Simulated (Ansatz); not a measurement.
Consider SnO2.

Input

```
crystal:
  lattice:
    - [3.2514691359, 1.8772365809, 4.4537473212]
    - [-3.2514691359, 1.8772365809, 4.4537473212]
    - [0.0, -3.7544731617, 4.4537473212]
  atoms:
    - { symbol: Sn, position: [0.861181, 0.861181, 0.861181] }
    - { symbol: Sn, position: [0.365956, 0.365956, 0.866079] }
    - { symbol: Sn, position: [0.365956, 0.866079, 0.365956] }
    - { symbol: Sn, position: [0.866079, 0.365956, 0.365956] }
    - { symbol: O, position: [0.125994, 0.621031, 0.621031] }
    - { symbol: O, position: [0.621031, 0.125994, 0.621031] }
    - { symbol: O, position: [0.621031, 0.621031, 0.125994] }
    - { symbol: O, position: [0.608051, 0.608051, 0.608051] }
    - { symbol: O, position: [0.124863, 0.124863, 0.124863] }
    - { symbol: O, position: [0.104115, 0.104115, 0.609074] }
    - { symbol: O, position: [0.104115, 0.609074, 0.104115] }
    - { symbol: O, position: [0.609074, 0.104115, 0.104115] }
basis:
  ecutwfc: 420
kpoints:
  mp_grid: { grid: [6, 6, 6] }
hamiltonian:
  xc: pbesol
  pseudopotentials: { kind: paw }
  dispersion: d3bj
scf:
  occupations: { method: gaussian, width: 0.02 }
output:
  forces: true
  stress: true
  eigenvalues: true
  write_density: true
  write_potential: true
  elf: true
  volumetric_format: npy
relax:
  adjacent_minimum: "off"
  f_tol: 0.005
  max_steps: 80
  cell: { stress_tol: 0.05 }
```

Launched as:

```sh
ansatz run input.yaml --threads 4 --pin off --max-ram 8192MiB --backend cpu --events-out ev --progress --plain --runs-dir out
```

The fields are those of the relaxed geometry.

Space group R-3m; a structure from a database of computed crystals, not necessarily the ambient phase.

The calculation used DFT PBEsol+D3(BJ), scalar-relativistic, plane waves, PAW (Ansatz).

What will maps of the valence pseudo-density and electron localisation function show?

Answer. Sn–O (2.10 Å): the density is about 0.64 e/Å³ at the midpoint; the ELF peaks at about 0.80 in the valence shell of O, 0.6 Å from its nucleus, and is about 0.25 at the midpoint: no localised pair shows between them.

Does the calculation make it a metal, or give it a gap?

Answer. It is gapped, with a Kohn–Sham gap of 1.5 eV on the k-point mesh (the band edges may lie off the mesh, which would make the gap smaller).

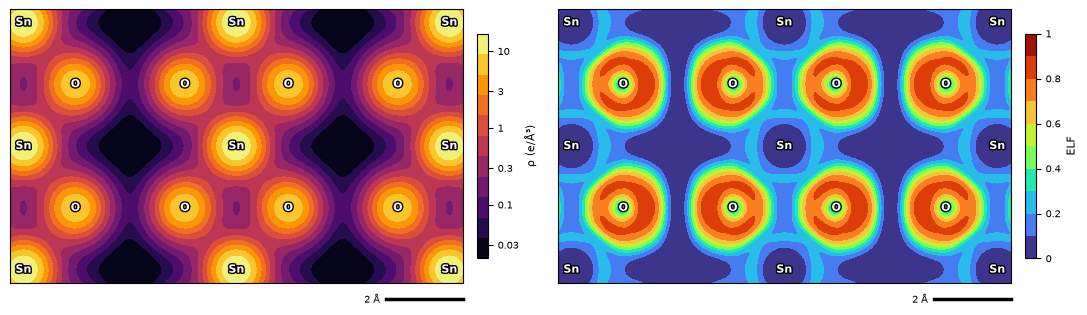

Computed valence pseudo-density and electron localisation function on the (110) plane of the calculation cell, in this order. 

The density is the valence pseudo-density of a PAW calculation; it isn't the true density close to the nuclei.
